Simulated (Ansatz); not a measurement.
# What a change does: single-point calculation on Ru

System: Ru (P2₁/m, 2 atoms in the cell).
Method of run A: DFT PBE, scalar-relativistic, plane waves, PAW, no spin polarisation (Ansatz 0.2.0).

The structure derives from an entry of the Crystallography Open Database. Text and figures count atoms from 1; the logs count them from 0 in places.

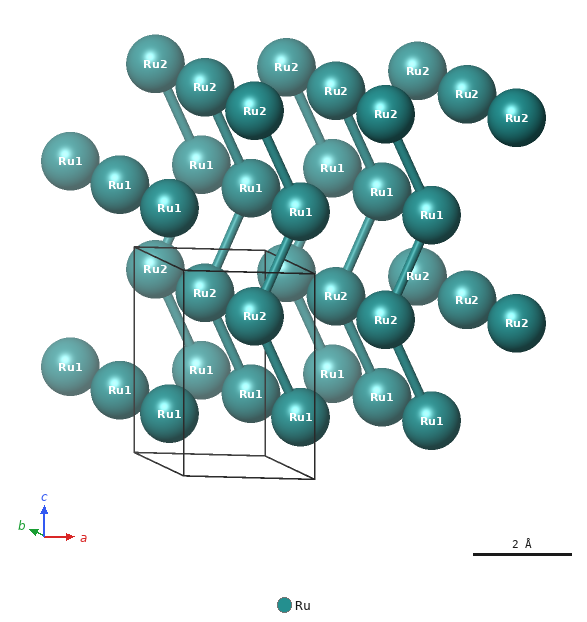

**Figure 1.** The structure (ball-and-stick view of the cell of the calculation, repeated 3 × 3 × 2, seen slightly off an axis; atoms are numbered from 1 in the order of the input). An atom can appear more than once, as a periodic image.

**Input file, run A**
```yaml
crystal:
  lattice:
    - [2.7057993342, 0.0, 0.0]
    - [-1.3528996671, 2.343290961, 0.0]
    - [0.0, 0.0, 4.2819]
  atoms:
    - { symbol: Ru, position: [0.0710050771, 0.4746290548, 0.25] }
    - { symbol: Ru, position: [0.6666666667, 0.3333333333, 0.75] }
basis:
  ecutwfc: 420
kpoints:
  mp_grid: { grid: [24, 24, 12] }
hamiltonian:
  xc: pbe
scf:
  occupations: { method: gaussian, width: 0.15 }
output:
  forces: true
  stress: true
  eigenvalues: true
```

Command:
```bash
ansatz run input.yaml --threads 1 --pin off --max-ram 2560MiB --backend cpu --events-out ev --progress --plain --runs-dir out
```

Hardware: 1 thread of Intel Xeon (Sapphire Rapids), 32 GiB of memory available, shared host.

**Output, shortened to warnings, some set-up lines, iterations and results (run A)**
```
Basis set: ecut = 420 eV, 537 PW (Γ), exchange–correlation on 40×40×60 points (8 copies of the dense FFT grid, shifted against one another)
Symmetry: 4 space group operations
k-points: 2030 of 6912
Initial density: superposition of atomic densities (neutral atoms: chi_scale 0, normalization atom), corrected by the library's trained network
[...]
SCF iter   1: F=—  HF=-11756.271867 eV  |F-HF|=—  |Δ(HF+E_count)|=         —  Δρ=8.16e-3  dr2=4.50e-3  ethr=1.77e-3  ⟨swp⟩=5.0  Hψ=156464  notcnv=0
SCF iter   2: F=—  HF=-11756.272484 eV  |F-HF|=—  |Δ(HF+E_count)|=   6.17e-4  Δρ=4.43e-3  dr2=1.40e-3  ethr=1.41e-5  ⟨swp⟩=2.0  Hψ=87163  notcnv=0
SCF iter   3: F=—  HF=-11756.272739 eV  |F-HF|=—  |Δ(HF+E_count)|=   2.55e-4  Δρ=4.34e-4  dr2=2.92e-5  ethr=4.36e-6  ⟨swp⟩=2.0  Hψ=56055  notcnv=0
SCF iter   4: F=—  HF=-11756.272701 eV  |F-HF|=—  |Δ(HF+E_count)|=   3.78e-5  Δρ=1.38e-4  dr2=1.36e-6  ethr=9.12e-8  ⟨swp⟩=2.1  Hψ=66289  notcnv=0
SCF iter   5: F=—  HF=-11756.272702 eV  |F-HF|=—  |Δ(HF+E_count)|=   7.35e-7  Δρ=3.31e-5  dr2=1.17e-7  ethr=4.24e-9  ⟨swp⟩=2.0  Hψ=72793  notcnv=0
SCF iter   6: F=-11756.272702 eV  HF=-11756.272702 eV  |F-HF|=4.34e-9  |Δ(HF+E_count)|=   2.81e-8  Δρ=7.05e-6  dr2=7.65e-9  ethr=3.13e-10  ⟨swp⟩=4.2  Hψ=150207  notcnv=0
SCF 1 converged in 6 iterations: F = -11756.272702 eV  dr2 = 7.65e-9
SCF converged after 6 iterations
Free energy (F): -11756.272702 eV
Harris-Foulkes:  -11756.272702 eV  (|F-HF|=4.34e-9)
Internal energy: -11756.245347 eV  (E = F + TS)
E sigma→0 (E₀):  -11756.259024 eV
Entropy (-TS):   -0.027355 eV (-13.678 meV/atom)
Fermi energy:    23.718237 eV
--- Per-component energies (eV) ---
  E_band       = -104.284862
  E_kinetic    = 1033.516902
  E_local      = -2562.534075  (includes V_loc(G=0)·N_el)
  E_nonlocal   = 688.568496
  E_hartree    = 830.475990
  E_xc         = -382.120876
  E_vxc        = -479.830909  (∫ρ·V_xc dr)
  E_paw        = -6922.591380  (= ΣΔE_a)
  E_vpaw       = -444.960749  (= ΣTr[D̂ρ^β])
  E_aug_tail   = -0.000373  (compensation charges beyond the density's cutoff)
  E_ewald      = -4441.560032
  E_smearing   = -0.027355  (= −TS)
  E_closure    = 0.000000  (closes the sum)
  Σ components = -11756.272702   (vs F -11756.272702, Δ=0.00e0)
--- Forces (eV/Å), atoms counted from 1 ---
  atom   1  Ru     1.93192685     1.78621239     0.00000000
  atom   2  Ru    -1.93192685    -1.78621239     0.00000000
  max |Σ_I F_I| component: 2.22e-16 eV/Å
--- Stress (GPa, compression-positive) ---
       20.772384       7.403474       0.000000
        7.403473       6.397914       0.000000
        0.000000       0.000000      39.671128
  P = ⅓ Tr σ = 22.2805 GPa (222.805 kbar)
```

Run B used a changed input.

**The two runs side by side**

| quantity | run A | run B |
| --- | --- | --- |
| outcome | converged | converged |
| free energy per atom (eV) | −5878.1364 | −5878.3165 |
| energy per atom, smearing taken to zero (eV) | −5878.1295 | −5878.3104 |
| gap on the mesh (eV) | 0.00 | 0.00 |
| pressure (GPa) | 22.28 | 16.78 |
| largest force (eV/Å) | 2.631 | 2.615 |
| SCF iterations | 6 | 6 |
| irreducible k-points | 2030 | 2030 |
| plane waves at Γ | 537 | 537 |
| wall time (shared host) | 31 s | 30 s |

What was changed in the input?

The change (lines with − go, lines with + come):
```diff
-    - { symbol: Ru, position: [0.0710050771, 0.4746290548, 0.25] }
+    - { symbol: Ru, position: [0.11901448, 0.5706478607, 0.25] }
```

With the same functional and potentials, run B lies 180.2 meV per atom lower. The pressure goes from 22.28 to 16.78 GPa. The number of SCF iterations is the same.

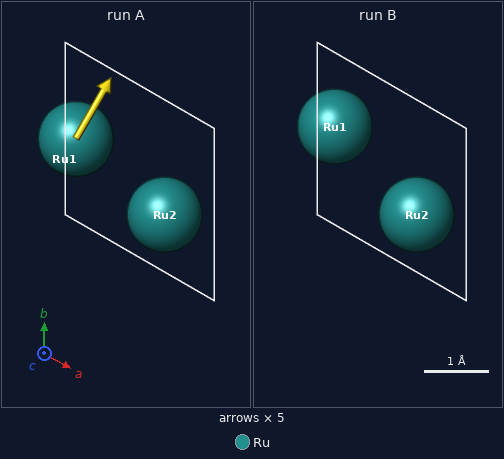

**Figure 2.** The two input geometries at one scale (ball-and-stick view of the cell of the calculation, along the c axis). The yellow arrows on the first give the shifts of the atoms relative to the cell, magnified 5 times. Ru1 moves most: 0.22 Å. The cell stays as it was. Among the contacts that change: Ru1–Ru2 2.347 → 2.389 Å.

**Output, shortened to warnings, some set-up lines, iterations and results (run B)**
```
Basis set: ecut = 420 eV, 537 PW (Γ), exchange–correlation on 40×40×60 points (8 copies of the dense FFT grid, shifted against one another)
Symmetry: 4 space group operations
k-points: 2030 of 6912
Initial density: superposition of atomic densities (neutral atoms: chi_scale 0, normalization atom), corrected by the library's trained network
[...]
SCF iter   1: F=—  HF=-11756.631071 eV  |F-HF|=—  |Δ(HF+E_count)|=         —  Δρ=7.98e-3  dr2=3.69e-3  ethr=1.77e-3  ⟨swp⟩=5.0  Hψ=155913  notcnv=0
SCF iter   2: F=—  HF=-11756.632507 eV  |F-HF|=—  |Δ(HF+E_count)|=   1.44e-3  Δρ=4.54e-3  dr2=1.28e-3  ethr=1.15e-5  ⟨swp⟩=2.0  Hψ=87218  notcnv=0
SCF iter   3: F=—  HF=-11756.633062 eV  |F-HF|=—  |Δ(HF+E_count)|=   5.55e-4  Δρ=3.91e-4  dr2=2.38e-5  ethr=4.01e-6  ⟨swp⟩=2.5  Hψ=55162  notcnv=0
SCF iter   4: F=—  HF=-11756.633021 eV  |F-HF|=—  |Δ(HF+E_count)|=   4.07e-5  Δρ=1.52e-4  dr2=1.26e-6  ethr=7.44e-8  ⟨swp⟩=2.2  Hψ=63901  notcnv=0
SCF iter   5: F=-11756.633022 eV  HF=-11756.633022 eV  |F-HF|=7.01e-9  |Δ(HF+E_count)|=   7.57e-7  Δρ=2.02e-5  dr2=4.37e-8  ethr=3.94e-9  ⟨swp⟩=2.0  Hψ=73021  notcnv=0
SCF iter   6: F=-11756.633022 eV  HF=-11756.633022 eV  |F-HF|=2.07e-9  |Δ(HF+E_count)|=   2.33e-9  Δρ=5.96e-6  dr2=4.15e-9  ethr=1.37e-10  ⟨swp⟩=2.5  Hψ=154388  notcnv=0
SCF 1 converged in 6 iterations: F = -11756.633022 eV  dr2 = 4.15e-9
SCF converged after 6 iterations
Free energy (F): -11756.633022 eV
Harris-Foulkes:  -11756.633022 eV  (|F-HF|=2.07e-9)
Internal energy: -11756.608482 eV  (E = F + TS)
E sigma→0 (E₀):  -11756.620752 eV
Entropy (-TS):   -0.024540 eV (-12.270 meV/atom)
Fermi energy:    23.680644 eV
--- Per-component energies (eV) ---
  E_band       = -104.801153
  E_kinetic    = 1032.066371
  E_local      = -2547.639563  (includes V_loc(G=0)·N_el)
  E_nonlocal   = 687.712014
  E_hartree    = 823.510117
  E_xc         = -381.921384
  E_vxc        = -479.565599  (∫ρ·V_xc dr)
  E_paw        = -6922.202458  (= ΣΔE_a)
  E_vpaw       = -444.395650  (= ΣTr[D̂ρ^β])
  E_aug_tail   = -0.000365  (compensation charges beyond the density's cutoff)
  E_ewald      = -4448.133213
  E_smearing   = -0.024540  (= −TS)
  E_closure    = 0.000000  (closes the sum)
  Σ components = -11756.633022   (vs F -11756.633022, Δ=0.00e0)
--- Forces (eV/Å), atoms counted from 1 ---
  atom   1  Ru     2.36027219     1.12579683     0.00000000
  atom   2  Ru    -2.36027219    -1.12579683     0.00000000
  max |Σ_I F_I| component: 0.00e0 eV/Å
--- Stress (GPa, compression-positive) ---
       14.682170       8.237958       0.000000
        8.237959       6.703466       0.000000
        0.000000       0.000000      28.942953
  P = ⅓ Tr σ = 16.7762 GPa (167.762 kbar)
```
